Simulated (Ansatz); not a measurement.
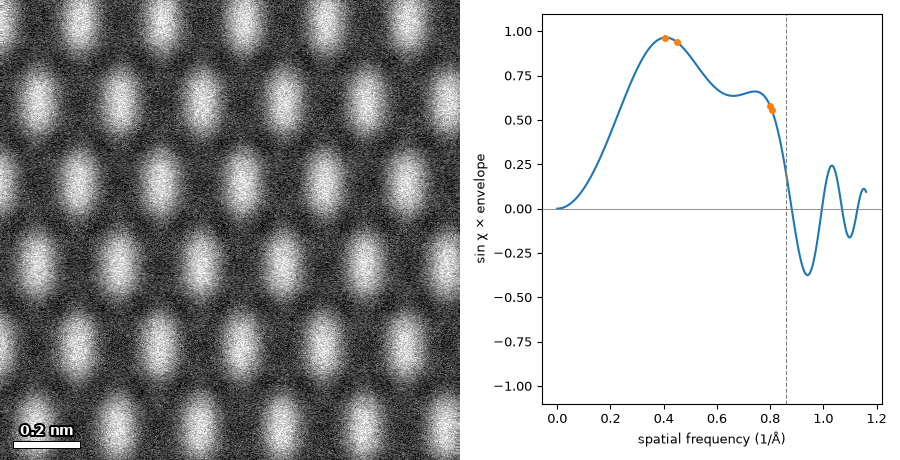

HRTEM-like image of Ta (P6_3/mmc, No. 194) along [101]. Simulated in the weak-phase-object approximation with neutral-atom potentials: 80 kV, Cs = −13 µm, defocus +88 Å (negative is underfocus), defocus spread 12 Å, aperture 0.86 1/Å. Shot noise and a slight drift were added. Structure: the geometry relaxed with DFT, PBEsol, plane waves (420 eV) with PAW, scalar-relativistic in Ansatz; the starting structure was generated, so it need not be a known form of this composition.

The plot gives the contrast transfer function, the aperture (dashed) and the crystal's spatial frequencies that carry visible contrast (dots).

Q: Do the atom columns appear dark or bright, and why?

A: Bright. With negative Cs and overfocus sin χ is positive over the pass band, so the strongest columns (Ta) come out brighter than the background.

Q: What point resolution do these settings give, and which lattice spacings pass?

A: About 1.2 Å (0.66 |Cs|^(1/4) λ^(3/4) with λ = 0.0418 Å). The spacings that carry visible contrast are {100} at 2.48 Å, {101} at 2.23 Å, {112} at 1.25 Å, {200} at 1.24 Å. Columns 0.83 Å apart are closer than that and merge.
